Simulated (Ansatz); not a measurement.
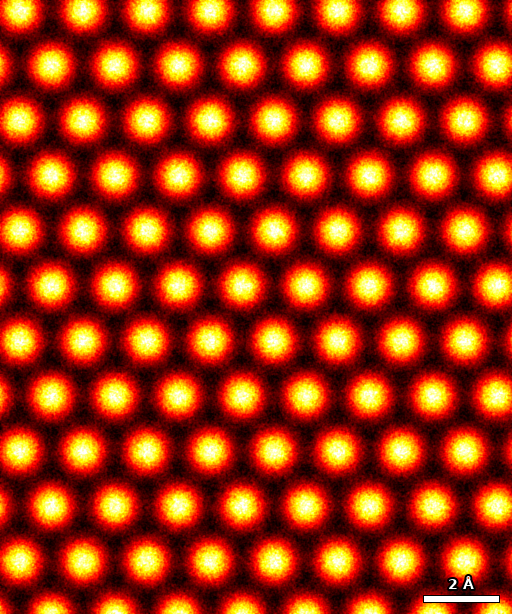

An image along [111] of one of the structures below (computed or model cells, partly hypothetical, each in its standard cell). Simulation: incoherent imaging, intensity Z^1.7 per atom, probe width 1.02 Å, thin sample. Shot noise was added.

A. As
Space group R-3m:H (No. 166). a = 3.807 Å, b = 3.807 Å, c = 10.824 Å, α = 90.00°, β = 90.00°, γ = 120.00°
| atom | site | symmetry | x | y | z |
| --- | --- | --- | --- | --- | --- |
| As | 6c | 3m | 0.6667 | 0.3333 | 0.1070 |

B. As
Space group Fm-3m (No. 225). a = 4.261 Å, b = 4.261 Å, c = 4.261 Å, α = 90.00°, β = 90.00°, γ = 90.00°
| atom | site | symmetry | x | y | z |
| --- | --- | --- | --- | --- | --- |
| As | 4a | m-3m | 0.0000 | 0.0000 | 0.0000 |

C. As
Space group Fd-3m:1 (No. 227). a = 6.116 Å, b = 6.116 Å, c = 6.116 Å, α = 90.00°, β = 90.00°, γ = 90.00°
```csv
atom,site,symmetry,x,y,z
As,8b,-43m,0.2500,0.2500,0.7500
```

D. As
Space group P6_3/mmc (No. 194). a = 3.641 Å, b = 3.641 Å, c = 3.548 Å, α = 90.00°, β = 90.00°, γ = 120.00°
```json
{"atom": "As", "site": "2c", "symmetry": "-6m2", "x": "0.3333", "y": "0.6667", "z": "0.2500"}
```

Question: Which structure was imaged?

Answer: B, As. Along [111] the projected cells are A 1.25 × 3.19 Å, 98°; B 1.74 × 1.74 Å, 120°; C 2.50 × 2.50 Å, 120°; D 2.54 × 3.40 Å, 112°. The image repeats as B does.

Structure B: the input geometry of an electronic-structure calculation (not necessarily at equilibrium); the starting structure was generated, so it need not be a known form of this composition.
